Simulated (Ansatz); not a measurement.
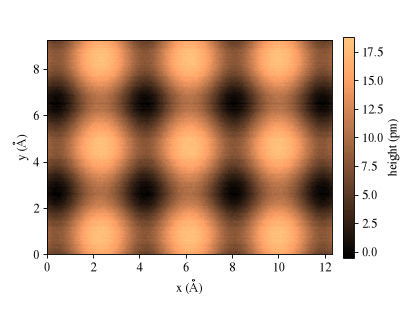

Simulated STM image (constant-current image at a set point of 2.6 × 10⁻⁷ e/Å³, sample bias +1.50 V). Noise was added.

Tersoff–Hamann simulation (s-wave tip); biases are sample biases. Bias windows are sharp sums over the levels of the k mesh.

> What is the lattice of this pattern?

The pattern repeats on a square lattice with shortest vectors of 3.9 Å at 90°, a cell of 14.9 Å².

The surface:

GaP(100) (F-43m bulk, 11 atomic planes (those closer than 0.6 Å count as one), 14 Å, P-terminated, slab composition P6Ga5). The brightest spots lie over the top P atoms; the darkest points are over the sites above the P atoms 2.8 Å below the top plane.

Method: Ansatz 0.2.0, DFT PBE, scalar-relativistic, plane waves, PAW. Cutoff 420 eV, 13 × 13 k-points, Gaussian smearing 0.05 eV, dipole correction. The slab is a cut without reconstruction beyond its cell, at the source's lattice constants, with its lower half held fixed and the rest relaxed. Real surfaces of this kind mostly reconstruct in larger cells, which this cell doesn't allow. No spin polarisation; a magnetic state wasn't tried and may lie lower. The run couldn't confirm all of its levels under its output density. The run warns that the functional's potential is rough in the thin density of the vacuum, where the tip is; weak contrasts and barriers may feel it.
